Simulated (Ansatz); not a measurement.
B

Input

```
crystal:
  lattice:
    - [0.0, 1.408400438, 1.408400438]
    - [1.408400438, 0.0, 1.408400438]
    - [1.408400438, 1.408400438, 0.0]
  atoms:
    - { symbol: B, position: [0.0, 0.0, 0.0] }
hamiltonian:
  xc: r2scan
  pseudopotentials:
    kind: paw
    azcp:
      B: "pseudopotentials/B.paw.azcp"
basis:
  ecutwfc: 500
  fft_grid_basis: typed
kpoints:
  mp_grid: { grid: [21, 21, 21], shift: [0, 0, 0] }
magnetization:
  spin_polarized: false
scf:
  occupations: { method: fermi_dirac, width: 0.1 }
  lower_state_search: "off"
output:
  stress: true
  write_density: true
  write_potential: true
  elf: true
  volumetric_format: npy
```

Run with:

```sh
ansatz run input.yaml --threads 1 --pin off --max-ram 3584MiB --backend cpu --events-out ev --progress --plain --runs-dir out
```

Below, planes, directions and counts refer to the conventional cell (a = 2.82 Å, b = 2.82 Å, c = 2.82 Å, α = 90.00°, β = 90.00°, γ = 90.00°).

Space group Fm-3m; set up as B, fcc; a generated structure, not necessarily the stable one; changed on purpose from its base cell (volume × 0.96); computed pressure about 12 GPa in this cell; computed without spin polarisation.

These are results of Ansatz, DFT, r2SCAN, plane waves (500 eV) with PAW, scalar-relativistic, not measurements.

Core electrons are frozen (PAW), and the valence fields are smoothed inside the atomic spheres.

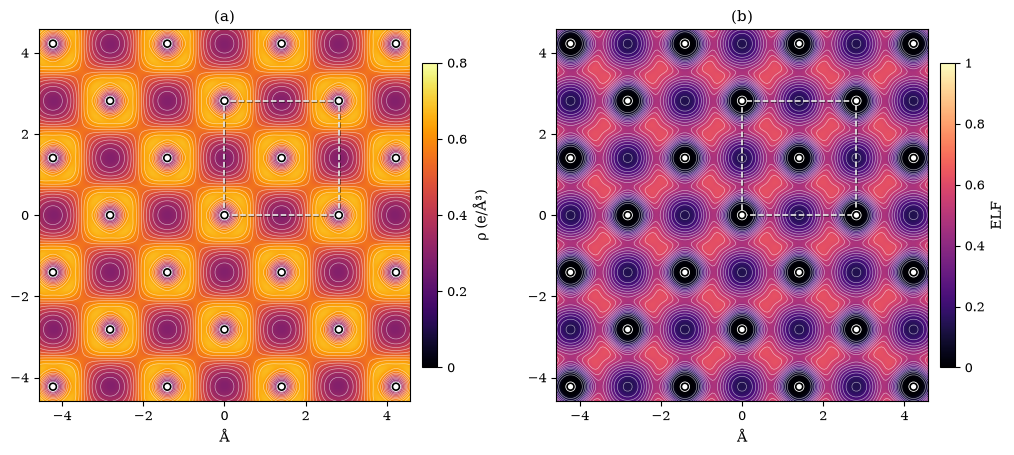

Figure 1. (a) valence electron density; (b) electron localisation function on the (100) plane of the conventional cell. Circles mark the nuclei in the plane (B).

Describe what can be read from this map.

Answer.
- The plane passes through B nuclei.
- B–B (1.99 Å): the density is about 0.55 e/Å³ at the midpoint; the ELF peaks at about 0.60 between the atoms.
- Between the atoms the lowest density in this plane is 0.29 e/Å³.

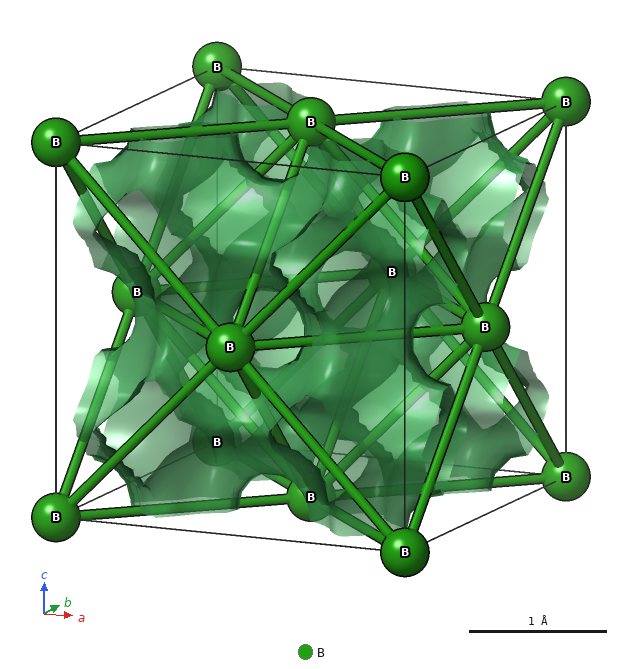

Figure 2. Isosurface of the ELF at 0.55 (green), seen at an oblique angle. Only the valence region is drawn (cores and ρ < 0.01 e/Å³ removed). Sticks mark near contacts.

Identify the bonds, lone pairs and shells in this picture.

Answer. The surface consists of one network that runs through the whole crystal, counted in one cell of 4 atoms. Regions shared between cells count once. There are no localised bonds or lone pairs at this value.

Metal or insulator at this level of theory?

Answer. It is metallic or semimetallic at this level of theory: no gap opens.
